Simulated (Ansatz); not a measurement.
# Run report: HfO$_{2}$, geometry relaxation (part 2 of 2)

The same run, continued: HfO$_{2}$ (Fm-3m, 3 atoms in the cell); DFT PBE, scalar-relativistic, plane waves, PAW, no spin polarisation (Ansatz 0.2.0); cutoff 420 eV, 8×8×8 k-mesh, Gaussian smearing of 0.02 eV. The structure was built on a prototype by a generator; it need not be a known phase.

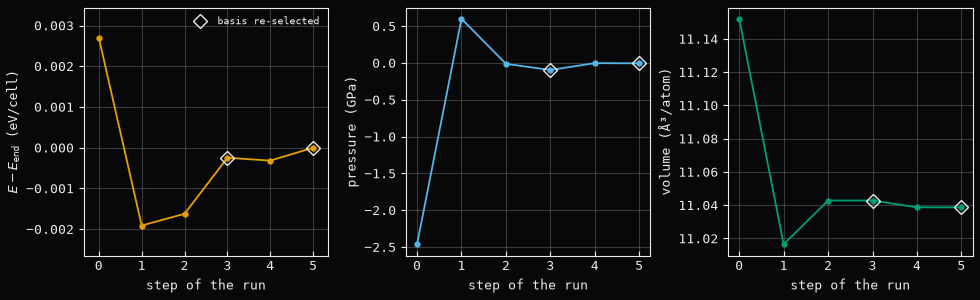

Figure 1. Progress of the relaxation, step by step (the first geometry is step 0 here and step 1 in the log). After 3 geometry steps the energy has fallen by 3.0 meV per cell of the calculation. All forces vanish by symmetry, so only the cell relaxes. The pressure goes from −2.46 to 0.00 GPa. 1 further SCF at an unchanged geometry re-selected the plane-wave basis for the new cell. No atom moves by more than 0.005 Å relative to the cell. The energy change given includes the shifts at the re-selections in mid-walk, which come without any move. A last SCF at the same geometry on a re-selected plane-wave basis shifts the energy by +0.3 meV per cell of the calculation.

```
basis re-selected at this cell: Δ(F+E_penalty+E_count) = +3.163e-4 eV, ΔP = -0.002 GPa vs the last step (what re-selecting the basis moved, of the pressure what is left beyond the Pulay correction that the steps carried, after the strain that the cell walked since its last selection, with what the two solves' SCF thresholds leave and, on support functions, any second-order correction that the steps lacked; it is no measure of the basis error at this ecutwfc). This SCF's stress stands 4.01e-3 GPa from its target on what of the cell is left free (relax.cell.stress_tol is 5.00e-2 GPa) and its largest allowed force component is 1.00e-17 eV/Å (relax.f_tol is 5.00e-3 eV/Å): within both
SCF converged after 5 iterations
Free energy (F): -16861.410123 eV
Harris-Foulkes:  -16861.410123 eV  (|F-HF|=0.00e0)
Internal energy: -16861.410123 eV  (E = F + TS)
E sigma→0 (E₀):  -16861.410123 eV
Fermi energy:    17.602099 eV
--- Per-component energies (eV) ---
  E_band       = 40.213130
  E_kinetic    = 770.766920
  E_local      = -5782.485197  (includes V_loc(G=0)·N_el)
  E_nonlocal   = -1147.453579
  E_hartree    = 2649.094985
  E_xc         = -447.581139
  E_vxc        = -454.596098  (∫ρ·V_xc dr)
  E_paw        = -7242.404193  (= ΣΔE_a)
  E_vpaw       = 1355.786271  (= ΣTr[D̂ρ^β])
  E_aug_tail   = 0.005008  (compensation charges beyond the density's cutoff)
  E_ewald      = -5661.352927
  E_smearing   = -0.000000  (= −TS)
  E_closure    = -0.000000  (closes the sum)
  Σ components = -16861.410123   (vs F -16861.410123, Δ=0.00e0)
--- Forces (eV/Å), atoms counted from 1 ---
  atom   1  Hf     0.00000000    -0.00000000     0.00000000
  atom   2  O     -0.00000000     0.00000000    -0.00000000
  atom   3  O      0.00000000    -0.00000000     0.00000000
  max |Σ_I F_I| component: 5.20e-18 eV/Å
--- Stress (GPa, compression-positive) ---
       -0.004011      -0.000000      -0.000000
       -0.000000      -0.004011      -0.000000
       -0.000000      -0.000000      -0.004011
  P = ⅓ Tr σ = -0.0040 GPa (-0.040 kbar)
--- Band table (eV; the first three rows and the last of 29) ---
  k-point 0: bands = ["-45.3804", "-13.9102", "-13.9102", "-13.9102", "-2.9438", "-0.1624", "4.7229", "4.7229", "4.7229", "4.7862", "4.7862", "4.7862", "4.9859", "10.4370", "10.4370", "10.4370", "15.1182", "15.1182", "15.1182", "19.5753", "19.5753", "21.3859", "25.9622"]
  k-point 1: bands = ["-45.3785", "-13.9741", "-13.9172", "-13.9172", "-2.7455", "-0.2995", "4.7259", "4.7259", "4.7267", "4.7809", "4.7809", "4.7864", "4.9425", "10.5876", "10.5876", "10.8541", "14.6590", "14.8394", "14.8394", "19.8531", "19.8531", "21.9972", "25.2874"]
  k-point 2: bands = ["-45.3739", "-14.1228", "-13.9340", "-13.9340", "-2.2743", "-0.5838", "4.7320", "4.7320", "4.7385", "4.7704", "4.7704", "4.7867", "4.8649", "10.9575", "10.9575", "11.8177", "13.7488", "14.3257", "14.3257", "20.2700", "20.2700", "22.6529", "24.7781"]
  k-point 28: bands = ["-45.3632", "-14.1893", "-14.1893", "-14.0292", "-1.0694", "-1.0694", "4.7490", "4.7508", "4.7516", "4.7562", "4.7562", "4.7768", "4.7768", "10.4951", "10.7062", "13.1738", "13.1738", "14.3142", "15.5248", "20.4832", "20.8153", "22.6738", "22.6738"]
--- Relaxed structure (4 steps of the walk, 4 accepted, 2 SCFs on fresh bases) ---
  F+E_penalty+E_count = -16861.41012329 eV   max|allowed force component| = 1.002e-17 eV/Å   (the final SCF, on the basis selected at the relaxed cell)
  cell:  # Å, volume = 33.1162 Å³
    - [-3.5747233816284428e-34, 2.5488057792870786, 2.5488057792870786]
    - [2.5488057792870786, -1.9187245913371148e-34, 2.5488057792870786]
    - [2.5488057792870786, 2.5488057792870786, 1.1464587074015075e-34]
  atoms:
    - { symbol: Hf, position: [-2.611349721142854e-34, 1.8769695339057117e-34, 1.3967114476207265e-34] }
    - { symbol: O, position: [0.25, 0.25, 0.25] }
    - { symbol: O, position: [0.7500000000000002, 0.7500000000000002, 0.7500000000000002] }
```

## Trajectory as extended XYZ (Å, eV, eV/Å), 6 frames, from step=1 to step=6
```
3
Lattice="0.0000 2.5575 2.5575 2.5575 0.0000 2.5575 2.5575 2.5575 0.0000" Properties=species:S:1:pos:R:3:forces:R:3 step=1 energy=-16861.40742 pressure_GPa=-2.46
Hf    0.0000    0.0000    0.0000    0.0000   0.0000   0.0000
O     1.2788    1.2788    1.2788    0.0000   0.0000   0.0000
O     3.8363    3.8363    3.8363    0.0000   0.0000   0.0000
3
Lattice="0.0000 2.5471 2.5471 2.5471 0.0000 2.5471 2.5471 2.5471 0.0000" Properties=species:S:1:pos:R:3:forces:R:3 step=2 energy=-16861.41203 pressure_GPa=0.60
Hf    0.0000    0.0000    0.0000    0.0000   0.0000   0.0000
O     1.2735    1.2735    1.2735    0.0000   0.0000   0.0000
O     3.8206    3.8206    3.8206    0.0000   0.0000   0.0000
3
Lattice="0.0000 2.5491 2.5491 2.5491 0.0000 2.5491 2.5491 2.5491 0.0000" Properties=species:S:1:pos:R:3:forces:R:3 step=3 energy=-16861.41175 pressure_GPa=-0.01
Hf    0.0000    0.0000    0.0000    0.0000   0.0000   0.0000
O     1.2746    1.2746    1.2746    0.0000   0.0000   0.0000
O     3.8237    3.8237    3.8237    0.0000   0.0000   0.0000
3
Lattice="0.0000 2.5491 2.5491 2.5491 0.0000 2.5491 2.5491 2.5491 0.0000" Properties=species:S:1:pos:R:3:forces:R:3 step=4 energy=-16861.41037 pressure_GPa=-0.10
Hf    0.0000    0.0000    0.0000    0.0000   0.0000   0.0000
O     1.2746    1.2746    1.2746    0.0000   0.0000   0.0000
O     3.8237    3.8237    3.8237    0.0000   0.0000   0.0000
3
Lattice="0.0000 2.5488 2.5488 2.5488 0.0000 2.5488 2.5488 2.5488 0.0000" Properties=species:S:1:pos:R:3:forces:R:3 step=5 energy=-16861.41044 pressure_GPa=-0.00
Hf    0.0000    0.0000    0.0000    0.0000   0.0000   0.0000
O     1.2744    1.2744    1.2744    0.0000   0.0000   0.0000
O     3.8232    3.8232    3.8232    0.0000   0.0000   0.0000
3
Lattice="0.0000 2.5488 2.5488 2.5488 0.0000 2.5488 2.5488 2.5488 0.0000" Properties=species:S:1:pos:R:3:forces:R:3 step=6 energy=-16861.41012 pressure_GPa=-0.00
Hf    0.0000    0.0000    0.0000    0.0000   0.0000   0.0000
O     1.2744    1.2744    1.2744    0.0000   0.0000   0.0000
O     3.8232    3.8232    3.8232    0.0000   0.0000   0.0000
```

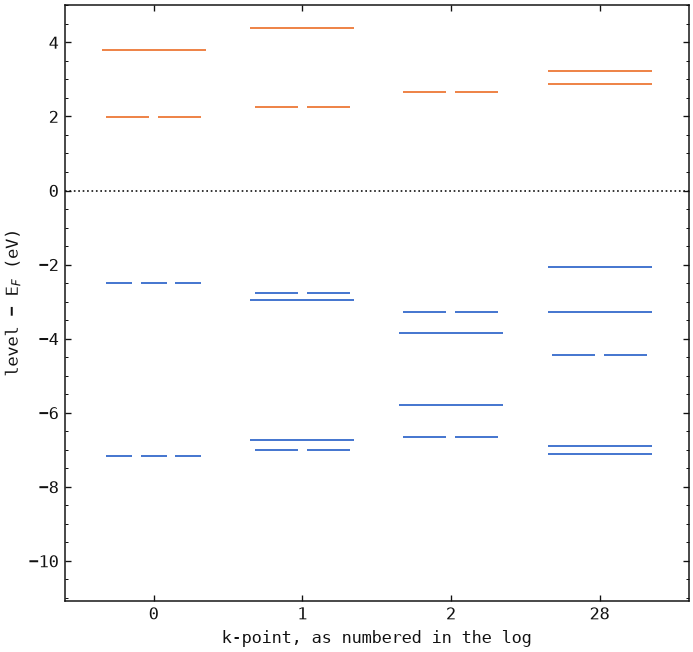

Figure 2. Kohn–Sham levels near the Fermi level (dotted) at the few k-points that the log prints; levels within 0.02 eV of each other stand side by side. Among these points the highest filled and lowest empty levels are 4.05 eV apart; the gap on the full mesh, 3.75 eV, has an edge at a point that isn't printed.

This output came from the following input.

## Input file
```yaml
crystal:
  lattice:
    - [0.0, 2.5575019374, 2.5575019374]
    - [2.5575019374, 0.0, 2.5575019374]
    - [2.5575019374, 2.5575019374, 0.0]
  atoms:
    - { symbol: Hf, position: [0.0, 0.0, 0.0] }
    - { symbol: O, position: [0.25, 0.25, 0.25] }
    - { symbol: O, position: [0.75, 0.75, 0.75] }
basis:
  ecutwfc: 420
kpoints:
  mp_grid: { grid: [8, 8, 8] }
hamiltonian:
  xc: pbe
scf:
  occupations: { method: gaussian, width: 0.02 }
output:
  forces: true
  stress: true
  eigenvalues: true
relax:
  adjacent_minimum: "off"
  f_tol: 0.005
  max_steps: 80
  cell: { stress_tol: 0.05 }
```

Run as:
```bash
ansatz run input.yaml --threads 2 --pin off --max-ram 5632MiB --backend cpu --events-out ev --progress --plain --runs-dir out
```

## Results in brief

| quantity | value |
| --- | --- |
| outcome | converged |
| space group (tolerance 0.01 Å) | Fm-3m (225) |
| electrons treated | 38 |
| free energy | −16861.4101 eV |
| Fermi energy | 17.602 eV |
| gap on the k-point mesh | 3.75 eV |
| pressure | 0.00 GPa |
| final volume | 33.12 Å³ |
| largest force (length of the vector) at the end | under 0.001 eV/Å |
| final cell | a = 3.605 Å, b = 3.605 Å, c = 3.605 Å, α = 60.00°, β = 60.00°, γ = 60.00° |
| hardware | 2 threads of Arm Neoverse V1, 24 GiB of memory available, shared host |
| wall time | 4.8 s (CPU time 8.8 s) |
| peak memory | 0.31 GiB |

## Notes

Spin–orbit coupling is left out, which matters for Hf.
